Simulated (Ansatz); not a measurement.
```
Al O
1.0
     9.34907    0.00000    0.00000
     0.00000    2.91696    0.00000
     0.00000    0.00000    4.72400
Al O
4 8
Direct
  0.16110 0.25000 0.94419
  0.83890 0.75000 0.05581
  0.33890 0.75000 0.44419
  0.66110 0.25000 0.55581
  0.77606 0.25000 0.24922
  0.22394 0.75000 0.75078
  0.72394 0.75000 0.74922
  0.27606 0.25000 0.25078
  0.96569 0.25000 0.84393
  0.03431 0.75000 0.15607
  0.53431 0.75000 0.34393
  0.46569 0.25000 0.65607
```

Space group Pnma; changed on purpose from its base cell (strain along c alone, the other axes held, atoms relaxed: -2.0 %); spin-polarised.

Theory: DFT PBE, scalar-relativistic, plane waves, PAW (Ansatz).

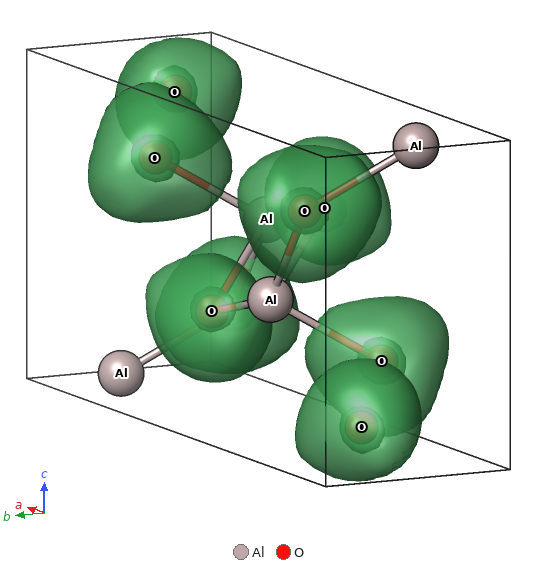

AlO2. Isosurface of the electron localisation function at 0.65 (green), seen at an oblique angle. Core shells and regions of very low density are left out. Sticks mark near contacts.

Where are the electrons localised?

Answer. The surface consists of eight regions on O in which the atom's valence shell and bonds are merged, counted in one cell of 12 atoms. Any copies at cell faces, edges or corners count once. Profiles from the grid: Al–O (1.80 Å): the ELF peaks at about 0.85 in the valence shell of O, 0.7 Å from its nucleus, and is about 0.85 at the midpoint. Al–O (1.89 Å): the ELF peaks at about 0.90 in the valence shell of O, 0.6 Å from its nucleus, and is about 0.80 at the midpoint.

How are the moments arranged in this solution?

Answer. Parallel moments (a ferromagnetic arrangement) in this solution; site moments O: +0.8 μB (×4) in one cell of 12 atoms, with smaller moments on other sites: O (up to +0.06 μB).
